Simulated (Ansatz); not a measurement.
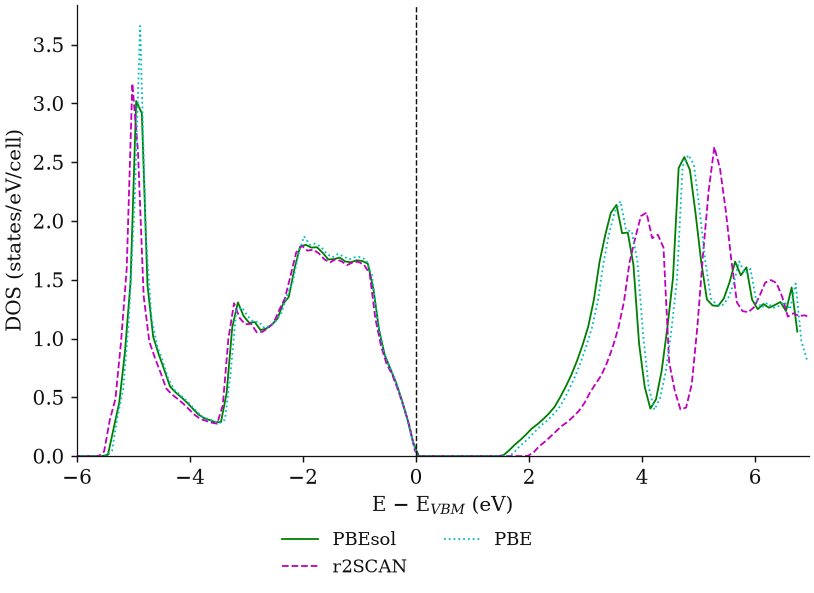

Total densities of states of AlP, space group F-43m (No. 216), 2 atoms in the cell, by three methods on the same cell. Each is counted from its own valence-band top.

Question: What changes from one method to the other?

Answer: PBEsol gives a gap of 1.49 eV, r2SCAN gives a gap of 1.95 eV and PBE gives a gap of 1.63 eV.

Settings. PBEsol: DFT PBEsol, scalar-relativistic, plane waves, PAW, no spin polarisation, 8×8×8 k mesh, 420 eV cutoff, Gaussian smearing of 0.02 eV (Ansatz 0.2.0). r2SCAN: DFT r2SCAN, scalar-relativistic, plane waves, PAW, no spin polarisation, 8×8×8 k mesh, 500 eV cutoff, Gaussian smearing of 0.02 eV (Ansatz 0.2.0). PBE: DFT PBE, scalar-relativistic, plane waves, PAW, no spin polarisation, 8×8×8 k mesh, 420 eV cutoff (Ansatz).
